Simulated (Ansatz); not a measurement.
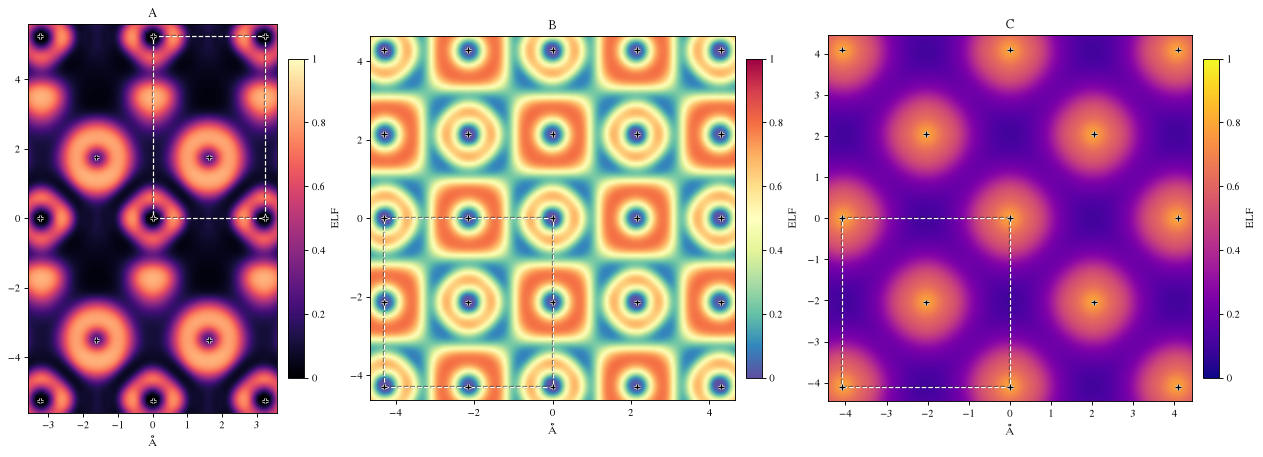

The electron localisation function of 3 systems, each on a plane through atoms (crosses mark nuclei in the plane).

All numbers below come from DFT PBEsol, scalar-relativistic, plane waves, PAW (Ansatz 0.2.0).

System 1: TiO, the (110) plane of the conventional cell. Space group P-6m2; computed pressure about −40 GPa in this cell; computed without spin polarisation.

System 2: TiC, the (100) plane of the conventional cell. Space group Fm-3m; a structure from a database of computed crystals, not necessarily the ambient phase; computed without spin polarisation.

System 3: Au, the (010) plane of the conventional cell. Space group Fmmm; changed on purpose from its base cell (strain +0.0025 x Voigt [1, -1, 0, 0, 0, 0], atoms carried along); computed without spin polarisation.

```
CELL_PARAMETERS angstrom
0.00000 -4.08077 0.00000
0.00000 0.00000 4.09100
-4.10123 0.00000 0.00000
ATOMIC_POSITIONS crystal
Au 0.50000 0.00000 0.50000
Au 0.00000 0.00000 0.00000
Au 0.50000 0.50000 0.00000
Au 0.00000 0.50000 0.50000
```

Which map belongs to which system?

Answer. Panel A is system 1, TiO: the plane holds Ti and O. Ti–O (2.38 Å): the ELF peaks at about 0.85 in the valence shell of O, 0.6 Å from its nucleus, and is about 0.10 at the midpoint; no shared electron pair shows on this line. Panel B is system 2, TiC: the plane holds Ti and C. Ti–C (2.15 Å): the ELF peaks at about 0.80 in the valence shell of C, 0.7 Å from its nucleus, and is about 0.30 at the midpoint. Panel C is system 3, Au: the plane holds Au. Au–Au (2.89 Å): the ELF is about 0.20 at the midpoint: no localised pair shows between them.
